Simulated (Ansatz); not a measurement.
Single-point calculation of Ta12N (part 1 of 2)

- system: Ta12N (slab, 13 atoms in the cell)
- method: DFT PBE+D3(BJ), scalar-relativistic, plane waves, PAW, PAW set soft_1, no spin polarisation (Ansatz 0.2.0)

The structure derives from an entry of the Crystallography Open Database. Figures and captions count atoms from 1; the log counts them from 0 in places.

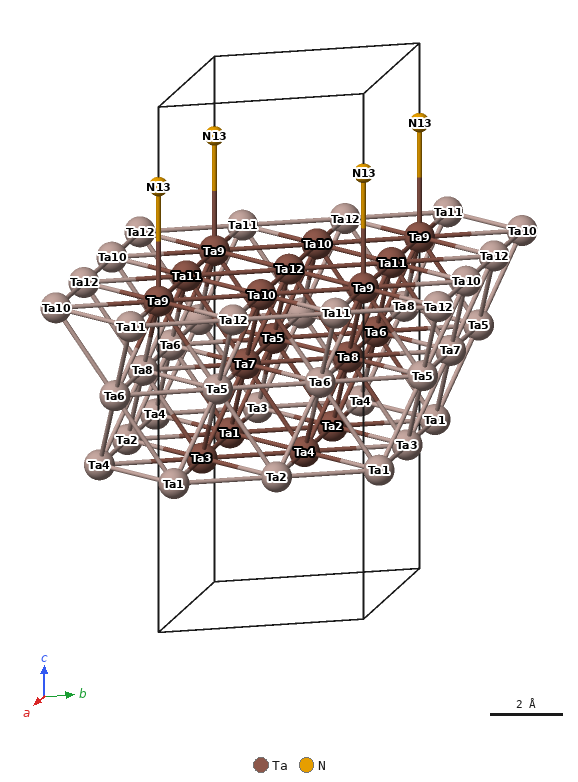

Figure 1. The structure as given in the input (ball-and-stick view of the cell of the calculation, with the vacuum cut short, seen slightly off an axis; neighbours outside the cell are drawn fainter; atoms are numbered from 1 in the order of the input). An atom can appear more than once, as a periodic image.

### Input file
```yaml
crystal:
  lattice:
    - [5.9135916889, 0.0, 0.0]
    - [-2.9567958445, 5.1213206302, 0.0]
    - [0.0, 0.0, 22.1284273952]
  atoms:
    - { symbol: Ta, position: [0.3333333333, 0.1666666667, 0.1807629584] }
    - { symbol: Ta, position: [0.3333333333, 0.6666666667, 0.1807629584] }
    - { symbol: Ta, position: [0.8333333333, 0.1666666667, 0.1807629584] }
    - { symbol: Ta, position: [0.8333333333, 0.6666666667, 0.1807629584] }
    - { symbol: Ta, position: [0.1666666667, 0.3333333333, 0.2898630609] }
    - { symbol: Ta, position: [0.1666666667, 0.8333333333, 0.2898630609] }
    - { symbol: Ta, position: [0.6666666667, 0.3333333333, 0.2898630609] }
    - { symbol: Ta, position: [0.6666666667, 0.8333333333, 0.2898630609] }
    - { symbol: Ta, position: [0.0, 0.0, 0.3989631634] }
    - { symbol: Ta, position: [0.0, 0.5, 0.3989631634] }
    - { symbol: Ta, position: [0.5, 0.0, 0.3989631634] }
    - { symbol: Ta, position: [0.5, 0.5, 0.3989631634] }
    - { symbol: "N", position: [0.0, 0.0, 0.5480926041] }
basis:
  ecutwfc: 420
kpoints:
  mp_grid: { grid: [6, 6, 1] }
hamiltonian:
  xc: pbe
  pseudopotentials: { kind: paw, azcp: { folder: soft_1 } }
  dispersion: d3bj
scf:
  occupations: { method: gaussian, width: 0.1 }
output:
  forces: true
  eigenvalues: true
  write_density: true
  write_potential: true
  elf: true
  volumetric_format: npy
efield:
  axis: 3
  dipole_correction: true
  ramp_width: 0.04
```

Run on 2 threads of Arm Neoverse N1, 98 GiB of memory available, shared host.

Launch command:
```bash
ansatz run input.yaml --threads 2 --pin off --max-ram 6144MiB --backend cpu --events-out ev --progress --plain --runs-dir out
```

### The program's output
```
Engine: ansatz 0.2.0, aarch64-unknown-linux-gnu
Pseudopotentials: kind: paw
Pseudopotential: Ta, paw, valence charge 13, recommended cutoff 420 eV (normal), [file]
Pseudopotential: N, paw, valence charge 5, recommended cutoff 420 eV (normal), [file]
Functional definition: PBE
  parameter kappa = 0.804
  parameter beta = 0.06672455060314922
  exchange = pbe_x(kappa = kappa, mu = beta*pi^2/3)
  correlation = pbe_c(beta = beta)
Crystal: 13 atoms, lattice volume = 670.168 Å³
Basis set: ecut = 420 eV, 13081 PW (Γ), exchange–correlation on 80×80×300 points (8 copies of the dense FFT grid, shifted against one another)
Bands: 97, of which v1, the nominal top of the filled ones, is band 81 counted from 1 (80 counted from 0)
Symmetry: 6 space group operations
Space group: P3m1 (ITA 156), of the structure as read, at distance tolerance 8.8e-5 Å
k-points: 7 of 36 (time reversal used)
Non-local potential: Ta, projectors of the file, l = 0: 3, l = 1: 2, l = 2: 2, l = 3: 1
Non-local potential: N, projectors of the file, l = 0: 2, l = 1: 2, l = 2: 1
PAW form: soft (Blöchl's): semilocal exchange-correlation on the pseudo side does not see the compensation charge
PAW one-centre angular grid: Ta, 590 points (default); XC on 64 Gauss nodes
PAW one-centre angular grid: N, 110 points (default); XC on 64 Gauss nodes
Initial density: superposition of atomic densities (neutral atoms: chi_scale 0, normalization atom)
Initial wavefunctions: pseudopotential atomic-orbital guess
Functional: x = pbe(κ = 0.804, μ = 0.2195149727645171), c = pbe(β = 0.06672455060314922)
SCF iter   1: F=—  HF=-119576.184337 eV  |F-HF|=—  |Δ(HF+E_count)|=         —  Δρ=4.64e-2  dr2=7.45e1  ethr=3.10e-3  p=-0.000 e·Å  D=-4.86e-7 V/Å  ΔV_dip=0.00 eV  dr2_dipole=1.48e1  V_vac-E_F(+/−)=7.13/7.13 eV  ⟨swp⟩=9.0  Hψ=3156  notcnv=0
efield: sawtooth ramp at fractional position 0.8444 (placed from the atoms, in the widest stretch of the axis that holds none; the zero of the levels goes with the place), width 0.0400; the density the first Hamiltonian is built on has a dipole p = -0.000 e·Å; the dipole correction subtracts the counter field D = -4.86e-7 V/Å, which shifts the + side's vacuum level by +0.00 eV against the − side's; the planar-averaged density in the ramp window peaks in size at 4.3e-6 e/Å³
preconditioner: auto → LDOS  [metal: Δε(μ)=0.019 eV  Ē_g=3.646 eV  σ=0.100 eV  W_gap=0.11  n_scr=110 (ndim 8)  ℏωp=11.6 eV  f_vac=0.542  D(μ)=18.58/eV (n_scr^D=122)  β→1.0]
SCF iter   2: F=—  HF=-119574.009023 eV  |F-HF|=—  |Δ(HF+E_count)|=    2.18e0  Δρ=5.37e-2  dr2=9.85e1  ethr=3.10e-3  p=-0.741 e·Å  D=-2.00e-1 V/Å  ΔV_dip=4.43 eV  dr2_dipole=3.74e1  V_vac-E_F(+/−)=7.09/2.66 eV  ⟨swp⟩=4.7  Hψ=1732  notcnv=0  defer=33
SCF iter   3: F=—  HF=-119569.627871 eV  |F-HF|=—  |Δ(HF+E_count)|=    4.38e0  Δρ=9.00e-3  dr2=9.80e-1  ethr=3.10e-3  p=-0.295 e·Å  D=-7.97e-2 V/Å  ΔV_dip=1.76 eV  dr2_dipole=3.84e-2  V_vac-E_F(+/−)=6.90/5.13 eV  ⟨swp⟩=4.0  Hψ=1448  notcnv=0  defer=35
SCF iter   4: F=—  HF=-119569.626135 eV  |F-HF|=—  |Δ(HF+E_count)|=   1.74e-3  Δρ=6.25e-3  dr2=7.37e-1  ethr=6.08e-4  p=-0.344 e·Å  D=-9.28e-2 V/Å  ΔV_dip=2.05 eV  dr2_dipole=3.50e-1  V_vac-E_F(+/−)=6.85/4.80 eV  ⟨swp⟩=2.0  Hψ=958  notcnv=0  defer=35
SCF iter   5: F=—  HF=-119569.625431 eV  |F-HF|=—  |Δ(HF+E_count)|=   7.04e-4  Δρ=2.50e-3  dr2=1.16e-1  ethr=4.58e-4  p=-0.349 e·Å  D=-9.41e-2 V/Å  ΔV_dip=2.08 eV  dr2_dipole=2.62e-2  V_vac-E_F(+/−)=6.80/4.72 eV  ⟨swp⟩=1.3  Hψ=680  notcnv=0  defer=35
SCF iter   6: F=—  HF=-119569.622119 eV  |F-HF|=—  |Δ(HF+E_count)|=   3.31e-3  Δρ=2.30e-3  dr2=1.14e-1  ethr=7.24e-5  p=-0.349 e·Å  D=-9.41e-2 V/Å  ΔV_dip=2.08 eV  dr2_dipole=4.82e-2  V_vac-E_F(+/−)=6.78/4.70 eV  ⟨swp⟩=1.7  Hψ=757  notcnv=0  defer=35
SCF iter   7: F=—  HF=-119569.621526 eV  |F-HF|=—  |Δ(HF+E_count)|=   5.93e-4  Δρ=1.36e-3  dr2=3.64e-2  ethr=7.10e-5  p=-0.350 e·Å  D=-9.45e-2 V/Å  ΔV_dip=2.09 eV  dr2_dipole=1.28e-2  V_vac-E_F(+/−)=6.76/4.67 eV  ⟨swp⟩=1.9  Hψ=662  notcnv=0  defer=35
SCF iter   8: F=—  HF=-119569.620766 eV  |F-HF|=—  |Δ(HF+E_count)|=   7.60e-4  Δρ=2.07e-4  dr2=4.71e-4  ethr=2.26e-5  p=-0.352 e·Å  D=-9.51e-2 V/Å  ΔV_dip=2.10 eV  dr2_dipole=6.85e-5  V_vac-E_F(+/−)=6.75/4.65 eV  ⟨swp⟩=2.0  Hψ=813  notcnv=0  defer=35
SCF iter   9: F=—  HF=-119569.620806 eV  |F-HF|=—  |Δ(HF+E_count)|=   3.99e-5  Δρ=1.07e-4  dr2=1.61e-4  ethr=2.93e-7  p=-0.351 e·Å  D=-9.48e-2 V/Å  ΔV_dip=2.10 eV  dr2_dipole=2.84e-5  V_vac-E_F(+/−)=6.75/4.65 eV  ⟨swp⟩=2.3  Hψ=874  notcnv=0  defer=35
SCF iter  10: F=—  HF=-119569.620851 eV  |F-HF|=—  |Δ(HF+E_count)|=   4.46e-5  Δρ=2.74e-5  dr2=9.49e-6  ethr=1.00e-7  p=-0.351 e·Å  D=-9.46e-2 V/Å  ΔV_dip=2.09 eV  dr2_dipole=4.74e-6  V_vac-E_F(+/−)=6.74/4.64 eV  ⟨swp⟩=2.0  Hψ=873  notcnv=0  defer=35
SCF iter  11: F=—  HF=-119569.621031 eV  |F-HF|=—  |Δ(HF+E_count)|=   1.80e-4  Δρ=2.29e-5  dr2=7.96e-6  ethr=5.90e-9  p=-0.350 e·Å  D=-9.44e-2 V/Å  ΔV_dip=2.09 eV  dr2_dipole=6.90e-7  V_vac-E_F(+/−)=6.73/4.65 eV  ⟨swp⟩=3.1  Hψ=980  notcnv=0  defer=35
SCF iter  12: F=—  HF=-119569.621031 eV  |F-HF|=—  |Δ(HF+E_count)|=   1.39e-8  Δρ=1.06e-5  dr2=1.82e-6  ethr=4.94e-9  p=-0.349 e·Å  D=-9.42e-2 V/Å  ΔV_dip=2.09 eV  dr2_dipole=6.33e-8  V_vac-E_F(+/−)=6.73/4.65 eV  ⟨swp⟩=2.0  Hψ=887  notcnv=0  defer=35
SCF iter  13: F=—  HF=-119569.621031 eV  |F-HF|=—  |Δ(HF+E_count)|=   3.71e-8  Δρ=4.75e-6  dr2=4.29e-7  ethr=1.13e-9  p=-0.349 e·Å  D=-9.42e-2 V/Å  ΔV_dip=2.08 eV  dr2_dipole=6.62e-8  V_vac-E_F(+/−)=6.73/4.65 eV  ⟨swp⟩=2.0  Hψ=884  notcnv=0  defer=35
SCF iter  14: F=-119569.621031 eV  HF=-119569.621031 eV  |F-HF|=2.35e-8  |Δ(HF+E_count)|=   5.80e-8  Δρ=1.39e-6  dr2=3.52e-8  ethr=6.21e-11  p=-0.349 e·Å  D=-9.41e-2 V/Å  ΔV_dip=2.08 eV  dr2_dipole=6.81e-9  V_vac-E_F(+/−)=6.73/4.65 eV  ⟨swp⟩=25.9  Hψ=6278  notcnv=0
SCF 1 converged in 14 iterations: F = -119569.621031 eV  dr2 = 3.52e-8
  greatest PAW one-centre occupation: 0.999 electrons in one spin orbital (limit 2), on the Ta atom at site 6 (counted from 0), in its partial waves of l = 0
```

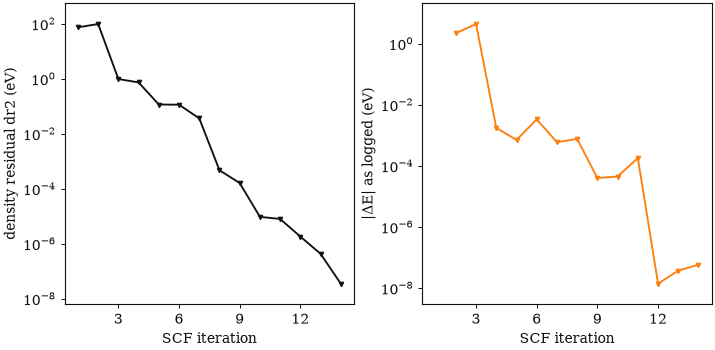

Figure 2. Convergence of the self-consistent field: density residual dr2 and size of the energy change against the SCF iteration. The residual falls almost steadily, with no more than small rises.

```
WARN: The output density's exchange-correlation potential varies sharply where the density is thin. Do not read a vacuum level from v_tot or v_xc, or from such a field of the output density. On a cell that repeats whose density bears no net charge and no dipole along the vacuum's axis use v_es (v_loc + v_h of the components); under efield.dipole_correction with no amplitude use v_es + v_field, which holds any external_charges[].barrier, or the levels of the report's work_function block, which leave it out; under a non-zero efield.amplitude the vacuum is tilted and has no level; on a cell that repeats and bears such a dipole with no correction it is tilted too, and efield.dipole_correction with no amplitude gives each side of its ramp a level where efield: is served; in a cell that repeats whose density bears a net charge (total_charge, or a fill off its count) it is curved and has none; of a slab under crystal.periodic whose density bears no net charge use v_es, which has a level on each side, short of where the two are joined; of another it falls or rises all the way out and has none; of a slab beside external_charges read slab_vacuum_level instead, which it has where they leave it neutral. The grid or the basis barely resolves most such structure, and the values can differ between equally converged runs; as a rule a tighter scf.convergence.dr2_threshold does not remove it. Where the density itself ripples (under the LDA too) a higher basis.ecutwfc lessens it. The files hold the spikes' plane waves up to the density's cutoff. Files: v_tot_of_output_density and the like, and their columns of v_z.tsv (output.write_potential); v_xc_of_output_density and the like, and their columns of v_comp_z.tsv (output.write_potential_components). Measured: with its Gaussian average of σ = 0.25 Å subtracted twice, the exchange-correlation potential is over 0.1 eV at 1059 of the grid points where the equally averaged density (valence and model cores) is under 1e-3 e/Å³, and 0.460 eV at the most among them, at an averaged density of 4.5e-4 e/Å³. The input density's (outcome.potential() and, of a run that writes arrays, v_tot and v_xc) is over 0.1 eV, so measured, at 1050 points of its own thin density, 0.461 eV at the most. See output.write_potential in the manual, Limitations
SCF converged after 14 iterations
Free energy (F): -119569.621031 eV
Harris-Foulkes:  -119569.621031 eV  (|F-HF|=2.35e-8)
Internal energy: -119569.458837 eV  (E = F + TS)
E sigma→0 (E₀):  -119569.539934 eV
Entropy (-TS):   -0.162194 eV (-12.476 meV/atom)
Fermi energy:    2.516914 eV
Dipole field:    D = -0.094208 V/Å  (p = -0.348909 e·Å, saw-weighted, corrected)
Work function:   Φ+ = 6.7301 eV   Φ− = 4.6454 eV
Levels:          The Fermi level and band energies are counted from a zero that moves with the ramp; work functions are not
--- Per-component energies (eV) ---
  E_band       = -3832.319663
  E_kinetic    = 4803.929976
  E_local      = -130988.260141  (includes V_loc(G=0)·N_el)
  E_nonlocal   = -94.196817
  E_hartree    = 63283.606292
  E_xc         = -3890.622379
  E_vxc        = -2846.726494  (∫ρ·V_xc dr)
  E_paw        = -99779.433022  (= ΣΔE_a)
  E_vpaw       = -1252.027756  (= ΣTr[D̂ρ^β])
  E_aug_tail   = 0.001795  (compensation charges beyond the density's cutoff)
  E_efield     = 0.016435  (sawtooth field / dipole correction)
  E_vefield    = -22.301966  (∫n·V_field dr)
  E_ewald      = 47100.636538
  E_disp       = -5.137515  (pairwise vdW)
  E_smearing   = -0.162194  (= −TS)
  E_closure    = 0.000000  (closes the sum)
  Σ components = -119569.621031   (vs F -119569.621031, Δ=0.00e0)
```
